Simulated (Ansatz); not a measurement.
# Σ11 (332) boundary in bcc W with Bi (substitutional): structure and resistance

How much does the Σ11 (332) boundary in bcc W with Bi (substitutional) reflect electrons?

Method: Ansatz plane-wave DFT, PBE, PAW files; relaxation of a bicrystal slab with its lowest layers held; PAW set soft_1, in the first sound run; inputs show where later runs differ, in Ansatz 0.2.0.

### 1. Starting point

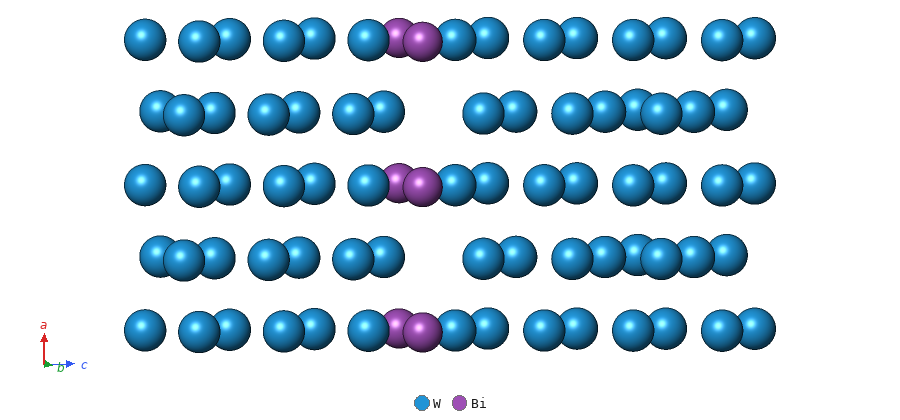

The starting structure, seen from the side, with the c axis across the page (tungsten blue, bismuth purple). 2×1×1 cells are drawn. Some periodic images of atoms are drawn too.

The cell holds 28 atoms: 27 W and 1 Bi. Cell: a = 4.476 Å, b = 5.248 Å, c = 29.893 Å, α = 90.0°, β = 90.0°, γ = 90.0°. It derives from W. built on the (3 3 2) plane; 2 overlapping atoms removed and the grains opened by 0 Å. Vacuum lies along c.

### 2. Relaxing the bicrystal

The boundary is built by mirroring the lower grain in the boundary plane and removing any atoms that overlap; then the Bi is put in at the boundary. A thin bicrystal slab is relaxed first, with the lowest layers held and the upper grain free to shift and open.

The input, input.yaml:

```yaml
crystal:
  lattice:
    - [4.4757030822, 0.0, 0.0]
    - [0.0, 5.2482270683, 0.0]
    - [0.0, 0.0, 29.8926535588]
  atoms:
    - { symbol: W, position: [0.0, 0.2727272727, 0.1672651774] }
    - { symbol: W, position: [0.5, 0.0, 0.1898371992] }
    - { symbol: W, position: [0.0, 0.7272727273, 0.2124092209] }
    - { symbol: W, position: [0.5, 0.4545454546, 0.2349812427] }
    - { symbol: W, position: [0.0, 0.1818181818, 0.2575532645] }
    - { symbol: W, position: [0.5, 0.9090909091, 0.2801252863] }
    - { symbol: W, position: [0.0, 0.6363636364, 0.302697308] }
    - { symbol: W, position: [0.5, 0.3636363636, 0.3252693298] }
    - { symbol: W, position: [0.0, 0.0909090909, 0.3478413516] }
    - { symbol: W, position: [0.5, 0.8181818182, 0.3704133734] }
    - { symbol: W, position: [0.0, 0.5454545455, 0.3929853952] }
    - { symbol: W, position: [0.5, 0.2727272727, 0.4155574169] }
    - { symbol: Bi, position: [0.0, 0.0, 0.4381294387] }
    - { symbol: W, position: [0.0, 0.5454545455, 0.4832734823] }
    - { symbol: W, position: [0.5, 0.8181818182, 0.505845504] }
    - { symbol: W, position: [0.0, 0.0909090909, 0.5284175258] }
    - { symbol: W, position: [0.5, 0.3636363636, 0.5509895476] }
    - { symbol: W, position: [0.0, 0.6363636364, 0.5735615694] }
    - { symbol: W, position: [0.5, 0.9090909091, 0.5961335911] }
    - { symbol: W, position: [0.0, 0.1818181818, 0.6187056129] }
    - { symbol: W, position: [0.5, 0.4545454546, 0.6412776347] }
    - { symbol: W, position: [0.0, 0.7272727273, 0.6638496565] }
    - { symbol: W, position: [0.5, 0.0, 0.6864216783] }
    - { symbol: W, position: [0.0, 0.2727272727, 0.7089937] }
    - { symbol: W, position: [0.5, 0.5454545455, 0.7315657218] }
    - { symbol: W, position: [0.0, 0.8181818182, 0.7541377436] }
    - { symbol: W, position: [0.5, 0.0909090909, 0.7767097654] }
    - { symbol: W, position: [0.0, 0.3636363637, 0.7992817871] }
kpoints:
  mp_grid: { grid: [5, 5, 1] }
hamiltonian:
  xc: pbe
  pseudopotentials: { kind: paw, azcp: { folder: soft_1 } }
scf:
  occupations: { method: fermi_dirac, width: 0.1 }
relax:
  f_tol: 0.03
  max_steps: 80
  constraints: [{ sites: [0, 1, 2, 3, 4] }]
```

The run is started by

```bash
ansatz run input.yaml --threads 4 --pin off --max-ram 15360MiB --backend cpu --events-out ev --progress --plain --runs-dir out
```

Numbers of over 12 decimals in the logs are rounded to 6 here.

The program printed:

```text
Engine: ansatz 0.2.0, aarch64-unknown-linux-gnu
Pseudopotentials: kind: paw
Pseudopotential: W, paw, valence charge 14, recommended cutoff 420 eV (normal), soft_1/W.paw.azcp
Pseudopotential: Bi, paw, valence charge 15, recommended cutoff 420 eV (normal), soft_1/Bi.paw.azcp
Functional definition: PBE
  parameter kappa = 0.804
  parameter beta = 0.066725
  exchange = pbe_x(kappa = kappa, mu = beta*pi^2/3)
  correlation = pbe_c(beta = beta)
Crystal: 28 atoms, lattice volume = 702.164 Å³
Basis set: ecut = 420 eV, 13769 PW (Γ), exchange–correlation on 60×72×400 points (8 copies of the dense FFT grid, shifted against one another)
Bands: 236, of which v1, the nominal top of the filled ones, is band 197 counted from 1 (196 counted from 0)
Symmetry: 2 space group operations
Space group: Pm (ITA 6), of the structure as read, at distance tolerance 8.9e-5 Å
k-points: 9 of 25 (time reversal used)
Non-local potential: W, projectors of the file, l = 0: 3, l = 1: 2, l = 2: 2, l = 3: 1
Non-local potential: Bi, projectors of the file, l = 0: 2, l = 1: 2, l = 2: 2, l = 3: 1
PAW form: soft (Blöchl's): semilocal exchange-correlation on the pseudo side does not see the compensation charge
PAW one-centre angular grid: W, 590 points (default); XC on 64 Gauss nodes
PAW one-centre angular grid: Bi, 590 points (default); XC on 64 Gauss nodes
Initial density: superposition of atomic densities (neutral atoms: chi_scale 0, normalization atom)
Initial wavefunctions: pseudopotential atomic-orbital guess
Functional: x = pbe(κ = 0.804, μ = 0.219515), c = pbe(β = 0.066725)
SCF iter   1: F=—  HF=-292813.138821 eV  |F-HF|=—  |Δ(HF+E_count)|=         —  Δρ=5.49e-2  dr2=1.58e2  ethr=3.10e-3  ⟨swp⟩=8.9  Hψ=9552  notcnv=0
preconditioner: auto → LDOS  [metal: Δε(μ)=0.025 eV  Ē_g=6.146 eV  σ=0.100 eV  W_gap=0.06  n_scr=176 (ndim 8)  ℏωp=18.6 eV  f_vac=0.284  D(μ)=18.60/eV (n_scr^D=128)  β→1.0]
SCF iter   2: F=—  HF=-292811.023147 eV  |F-HF|=—  |Δ(HF+E_count)|=    2.12e0  Δρ=5.06e-2  dr2=2.75e2  ethr=3.10e-3  ⟨swp⟩=9.2  Hψ=7960  notcnv=0  defer=6
SCF iter   3: F=—  HF=-292801.633751 eV  |F-HF|=—  |Δ(HF+E_count)|=    9.39e0  Δρ=1.03e-2  dr2=2.77e0  ethr=3.10e-3  ⟨swp⟩=7.8  Hψ=6170  notcnv=0  defer=3
SCF iter   4: F=—  HF=-292801.358156 eV  |F-HF|=—  |Δ(HF+E_count)|=   2.76e-1  Δρ=3.01e-3  dr2=1.25e-1  ethr=7.05e-4  ⟨swp⟩=3.2  Hψ=3389  notcnv=0  defer=3
SCF iter   5: F=—  HF=-292801.347791 eV  |F-HF|=—  |Δ(HF+E_count)|=   1.04e-2  Δρ=1.18e-3  dr2=4.88e-2  ethr=3.19e-5  ⟨swp⟩=3.6  Hψ=4065  notcnv=0
SCF iter   6: F=—  HF=-292801.346408 eV  |F-HF|=—  |Δ(HF+E_count)|=   1.38e-3  Δρ=5.52e-4  dr2=9.81e-3  ethr=1.24e-5  ⟨swp⟩=2.0  Hψ=2953  notcnv=0
SCF iter   7: F=—  HF=-292801.345249 eV  |F-HF|=—  |Δ(HF+E_count)|=   1.16e-3  Δρ=1.47e-4  dr2=4.42e-4  ethr=2.50e-6  ⟨swp⟩=2.2  Hψ=2852  notcnv=0
SCF iter   8: F=—  HF=-292801.345288 eV  |F-HF|=—  |Δ(HF+E_count)|=   3.86e-5  Δρ=6.44e-5  dr2=1.39e-4  ethr=1.12e-7  ⟨swp⟩=3.2  Hψ=3804  notcnv=0
SCF iter   9: F=-292801.345285 eV  HF=-292801.345288 eV  |F-HF|=3.26e-6  |Δ(HF+E_count)|=   4.57e-7  Δρ=2.04e-5  dr2=9.52e-6  ethr=5.73e-9  ⟨swp⟩=3.1  Hψ=7595  notcnv=0
SCF 1 converged in 9 iterations: F = -292801.345285 eV  dr2 = 9.52e-6
  greatest PAW one-centre occupation: 0.999 electrons in one spin orbital (limit 2), on the W atom at site 25 (counted from 0), in its partial waves of l = 0
relax step   1: F+E_penalty+E_count = -292801.34528470 eV  Δ(F+E_penalty+E_count) = +0.000e0 eV  max|allowed force component| = 2.591e0 eV/Å  Δτ_max = 0.0000 Å  (9 SCF iters, dr2 threshold 2.25e-5 eV, accepted)
Initial density: handed on by an earlier stage of this run
Initial wavefunctions: those handed on with the density
iter 1 solved again at ethr=9.97e-4 eV; its pass at ethr=3.10e-3 eV (dr2=3.92e0 eV) is discarded
SCF iter   1: F=—  HF=-292802.597118 eV  |F-HF|=—  |Δ(HF+E_count)|=         —  Δρ=1.19e-2  dr2=3.97e0  ethr=9.97e-4  ⟨swp⟩=1.4  Hψ=7683  notcnv=0
preconditioner: auto → LDOS  [metal: Δε(μ)=0.026 eV  Ē_g=4.803 eV  σ=0.100 eV  W_gap=0.07  n_scr=176 (ndim 8)  ℏωp=18.1 eV  f_vac=0.292  D(μ)=19.47/eV (n_scr^D=144)  β→1.0]
SCF iter   2: F=—  HF=-292802.474226 eV  |F-HF|=—  |Δ(HF+E_count)|=   1.23e-1  Δρ=6.10e-3  dr2=8.51e-1  ethr=9.97e-4  ⟨swp⟩=3.1  Hψ=3694  notcnv=0
SCF iter   3: F=—  HF=-292802.337349 eV  |F-HF|=—  |Δ(HF+E_count)|=   1.37e-1  Δρ=2.03e-3  dr2=9.74e-2  ethr=2.17e-4  ⟨swp⟩=3.2  Hψ=4718  notcnv=0
SCF iter   4: F=—  HF=-292802.320043 eV  |F-HF|=—  |Δ(HF+E_count)|=   1.73e-2  Δρ=3.83e-4  dr2=4.08e-3  ethr=2.48e-5  ⟨swp⟩=2.9  Hψ=3490  notcnv=0
SCF iter   5: F=—  HF=-292802.320063 eV  |F-HF|=—  |Δ(HF+E_count)|=   2.01e-5  Δρ=1.28e-4  dr2=2.71e-4  ethr=1.04e-6  ⟨swp⟩=2.1  Hψ=2995  notcnv=0
SCF iter   6: F=-292802.320097 eV  HF=-292802.320129 eV  |F-HF|=3.16e-5  |Δ(HF+E_count)|=   6.56e-5  Δρ=5.00e-5  dr2=6.04e-5  ethr=2.54e-8  ⟨swp⟩=2.8  Hψ=8626  notcnv=0
SCF 2 converged in 6 iterations: F = -292802.320097 eV  dr2 = 6.04e-5
relax step   2: F+E_penalty+E_count = -292802.32009721 eV  Δ(F+E_penalty+E_count) = -9.748e-1 eV  max|allowed force component| = 9.329e-1 eV/Å  Δτ_max = 0.1999 Å  (6 SCF iters, dr2 threshold 1.00e-4 eV, accepted)
iter 1 solved again at ethr=5.29e-4 eV; its pass at ethr=3.10e-3 eV (dr2=2.08e0 eV) is discarded
SCF iter   1: F=—  HF=-292802.759325 eV  |F-HF|=—  |Δ(HF+E_count)|=         —  Δρ=1.50e-2  dr2=2.07e0  ethr=5.29e-4  ⟨swp⟩=1.3  Hψ=7788  notcnv=0
preconditioner: auto → LDOS  [metal: Δε(μ)=0.021 eV  Ē_g=4.789 eV  σ=0.100 eV  W_gap=0.05  n_scr=176 (ndim 8)  ℏωp=18.1 eV  f_vac=0.289  D(μ)=19.33/eV (n_scr^D=132)  β→1.0]
SCF iter   2: F=—  HF=-292802.663056 eV  |F-HF|=—  |Δ(HF+E_count)|=   9.63e-2  Δρ=4.66e-3  dr2=2.57e-1  ethr=5.26e-4  ⟨swp⟩=2.9  Hψ=4079  notcnv=0
SCF iter   3: F=—  HF=-292802.612711 eV  |F-HF|=—  |Δ(HF+E_count)|=   5.03e-2  Δρ=1.76e-3  dr2=5.53e-2  ethr=6.53e-5  ⟨swp⟩=3.0  Hψ=4592  notcnv=0
SCF iter   4: F=—  HF=-292802.601320 eV  |F-HF|=—  |Δ(HF+E_count)|=   1.14e-2  Δρ=4.79e-4  dr2=2.08e-3  ethr=1.41e-5  ⟨swp⟩=3.1  Hψ=3546  notcnv=0
SCF iter   5: F=—  HF=-292802.600115 eV  |F-HF|=—  |Δ(HF+E_count)|=   1.21e-3  Δρ=1.18e-4  dr2=1.46e-4  ethr=5.28e-7  ⟨swp⟩=2.6  Hψ=3766  notcnv=0
SCF iter   6: F=-292802.600139 eV  HF=-292802.600155 eV  |F-HF|=1.63e-5  |Δ(HF+E_count)|=   4.00e-5  Δρ=4.46e-5  dr2=3.04e-5  ethr=1.38e-8  ⟨swp⟩=2.8  Hψ=8193  notcnv=0
SCF 3 converged in 6 iterations: F = -292802.600139 eV  dr2 = 3.04e-5
relax step   3: F+E_penalty+E_count = -292802.60013854 eV  Δ(F+E_penalty+E_count) = -2.800e-1 eV  max|allowed force component| = 3.381e-1 eV/Å  Δτ_max = 0.1940 Å  (6 SCF iters, dr2 threshold 5.44e-5 eV, accepted)
[...]
relax step   4: F+E_penalty+E_count = -292802.71301188 eV  Δ(F+E_penalty+E_count) = -1.129e-1 eV  max|allowed force component| = 2.040e-1 eV/Å  Δτ_max = 0.2000 Å  (7 SCF iters, dr2 threshold 1.48e-5 eV, accepted)
[...]
relax step   5: F+E_penalty+E_count = -292802.78875829 eV  Δ(F+E_penalty+E_count) = -7.575e-2 eV  max|allowed force component| = 8.434e-2 eV/Å  Δτ_max = 0.1957 Å  (7 SCF iters, dr2 threshold 5.46e-6 eV, accepted)
[...]
relax step   6: F+E_penalty+E_count = -292802.82389166 eV  Δ(F+E_penalty+E_count) = -3.513e-2 eV  max|allowed force component| = 7.036e-2 eV/Å  Δτ_max = 0.1951 Å  (8 SCF iters, dr2 threshold 1.22e-6 eV, accepted)
[...]
relax step   7: F+E_penalty+E_count = -292802.82893600 eV  Δ(F+E_penalty+E_count) = -5.044e-3 eV  max|allowed force component| = 6.669e-2 eV/Å  Δτ_max = 0.1147 Å  (9 SCF iters, accepted)
[...]
relax step   8: F+E_penalty+E_count = -292802.82991132 eV  Δ(F+E_penalty+E_count) = -9.753e-4 eV  max|allowed force component| = 2.327e-2 eV/Å  Δτ_max = 0.0123 Å  (5 SCF iters, dr2 threshold 3.10e-6 eV, accepted)
iter 1 solved again at ethr=8.65e-11 eV; its pass at ethr=3.10e-3 eV (dr2=3.40e-7 eV) is discarded
SCF iter   1: F=—  HF=-292802.829937 eV  |F-HF|=—  |Δ(HF+E_count)|=         —  Δρ=5.93e-6  dr2=3.40e-7  ethr=8.65e-11  ⟨swp⟩=2.6  Hψ=5107  notcnv=0
preconditioner: auto → LDOS  [metal: Δε(μ)=0.024 eV  Ē_g=4.761 eV  σ=0.100 eV  W_gap=0.06  n_scr=176 (ndim 8)  ℏωp=18.1 eV  f_vac=0.285  D(μ)=19.51/eV (n_scr^D=144)  β→1.0]
SCF iter   2: F=—  HF=-292802.829911 eV  |F-HF|=—  |Δ(HF+E_count)|=   2.59e-5  Δρ=2.50e-6  dr2=1.09e-7  ethr=8.65e-11  ⟨swp⟩=3.3  Hψ=3841  notcnv=0
SCF iter   3: F=-292802.829911 eV  HF=-292802.829911 eV  |F-HF|=5.29e-8  |Δ(HF+E_count)|=   5.06e-9  Δρ=2.03e-6  dr2=7.69e-8  ethr=2.54e-11  ⟨swp⟩=5.0  Hψ=7086  notcnv=0
SCF 9 converged in 3 iterations: F = -292802.829911 eV  dr2 = 7.69e-8
relax step   9: F+E_penalty+E_count = -292802.82991140 eV  Δ(F+E_penalty+E_count) = -7.456e-8 eV  max|allowed force component| = 2.324e-2 eV/Å  Δτ_max = 0.0000 Å  (3 SCF iters, accepted)
SCF converged after 3 iterations
Free energy (F): -292802.829911 eV
Harris-Foulkes:  -292802.829911 eV  (|F-HF|=5.29e-8)
Internal energy: -292802.196233 eV  (E = F + TS)
E sigma→0 (E₀):  -292802.513072 eV
Entropy (-TS):   -0.633678 eV (-22.631 meV/atom)
Fermi energy:    12.783568 eV
--- Per-component energies (eV) ---
  E_band       = -5917.015665
  E_kinetic    = 11617.647240
  E_local      = -332551.367417  (includes V_loc(G=0)·N_el)
  E_nonlocal   = -269.188610
  E_hartree    = 163160.168003
  E_xc         = -7358.170241
  E_vxc        = -6349.368018  (∫ρ·V_xc dr)
  E_paw        = -242267.732406  (= ΣΔE_a)
  E_vpaw       = -4685.078944  (= ΣTr[D̂ρ^β])
  E_aug_tail   = 0.004223  (compensation charges beyond the density's cutoff)
  E_ewald      = 114866.442975
  E_smearing   = -0.633678  (= −TS)
  E_closure    = 0.000000  (closes the sum)
  Σ components = -292802.829911   (vs F -292802.829911, Δ=0.00e0)
--- Forces (eV/Å), atoms counted from 1 ---
  atom   1  W      0.00000000    -0.69566499     2.31609191
  atom   2  W      0.00000000     0.96625427     0.46499189
  atom   3  W     -0.00000000    -0.49953813    -0.31419394
  atom   4  W     -0.00000000     0.17780065    -1.36417428
  atom   5  W     -0.00000000     0.04319457    -1.11071389
  atom   6  W     -0.00000000    -0.00285722    -0.00307047
  atom   7  W      0.00000000     0.00530449    -0.00157660
  atom   8  W      0.00000000     0.00444700     0.02088505
  atom   9  W     -0.00000000    -0.00596131    -0.00442148
  atom  10  W      0.00000000     0.00931989    -0.00452232
  atom  11  W      0.00000000    -0.00464858     0.01805631
  atom  12  W      0.00000000    -0.00244620    -0.02323715
  atom  13  Bi     0.00000000     0.00907738    -0.00052009
  atom  14  W     -0.00000000    -0.01012091     0.00673350
  atom  15  W      0.00000000     0.00834949    -0.00768301
  atom  16  W      0.00000000     0.00100222     0.01404163
  atom  17  W     -0.00000000     0.00276696    -0.00394674
  atom  18  W     -0.00000000    -0.00727888     0.01508841
  atom  19  W      0.00000000     0.00428502    -0.01729766
  atom  20  W      0.00000000    -0.01289269     0.01581662
  atom  21  W     -0.00000000     0.00904750    -0.01675982
  atom  22  W     -0.00000000    -0.00906135     0.01422401
  atom  23  W      0.00000000     0.01015095    -0.00959501
  atom  24  W     -0.00000000    -0.00178325     0.00876549
  atom  25  W      0.00000000    -0.00046732    -0.00717634
  atom  26  W     -0.00000000     0.00530670     0.00517421
  atom  27  W     -0.00000000    -0.00068537    -0.00218665
  atom  28  W      0.00000000    -0.00283652    -0.00875805
  max |Σ_I F_I| component: 6.43e-5 eV/Å
--- Relaxed structure (9 steps of the walk, 9 accepted, 0 SCFs on fresh bases) ---
  F+E_penalty+E_count = -292802.82991140 eV   max|allowed force component| = 2.324e-2 eV/Å
  atoms:
    - { symbol: W, position: [0.0, 0.2727272727, 0.1672651774] }
    - { symbol: W, position: [0.500000, 0.0, 0.1898371992] }
    - { symbol: W, position: [0.0, 0.7272727273, 0.2124092209] }
    - { symbol: W, position: [0.500000, 0.4545454546, 0.2349812427] }
    - { symbol: W, position: [0.0, 0.1818181818, 0.2575532645] }
    - { symbol: W, position: [0.500000, 0.912381, 0.279473] }
    - { symbol: W, position: [0, 0.637491, 0.302482] }
    - { symbol: W, position: [0.500000, 0.366155, 0.325423] }
    - { symbol: W, position: [-7.474926783289662e-19, 0.087998, 0.347344] }
    - { symbol: W, position: [0.500000, 0.831511, 0.372528] }
    - { symbol: W, position: [-3.3509885425305586e-18, 0.528702, 0.391407] }
    - { symbol: W, position: [0.500000, 0.309629, 0.417971] }
    - { symbol: Bi, position: [-2.204842102009267e-18, -0.050926, 0.444097] }
    - { symbol: W, position: [-1.255989909050366e-17, 0.419367, 0.488472] }
    - { symbol: W, position: [0.500000, 0.658641, 0.511838] }
    - { symbol: W, position: [-1.2790624464925124e-17, -0.054880, 0.536764] }
    - { symbol: W, position: [0.500000, 0.214040, 0.554609] }
    - { symbol: W, position: [-1.5063451245921928e-17, 0.485983, 0.579649] }
    - { symbol: W, position: [0.500000, 0.758399, 0.601647] }
    - { symbol: W, position: [-1.4805970304827313e-17, 0.033672, 0.624748] }
    - { symbol: W, position: [0.500000, 0.305226, 0.647421] }
    - { symbol: W, position: [-1.4180251827387065e-17, 0.578184, 0.670901] }
    - { symbol: W, position: [0.500000, -0.147972, 0.693720] }
    - { symbol: W, position: [-1.4320153187871765e-17, 0.123588, 0.715866] }
    - { symbol: W, position: [0.500000, 0.400911, 0.741633] }
    - { symbol: W, position: [-1.5020606513429764e-17, 0.664616, 0.760842] }
    - { symbol: W, position: [0.500000, -0.059877, 0.780567] }
    - { symbol: W, position: [-2.138103919940562e-17, 0.199633, 0.799241] }
```

Run time: 9.6 min. Hardware: 4 threads of Arm Neoverse V1, shared host; peak memory 3.4 GiB.

(Continued in part 2 of 2.)

[Logs are printed without paths, hosts, clocks, repeated set-up lines and the standing remarks that a program may print on its own settings, such as how far it seeks lower states.]

[Hosts, paths, dates, database ids (printed as entryN), source tags and the programs' standing remarks are cut or masked in the printed files.]
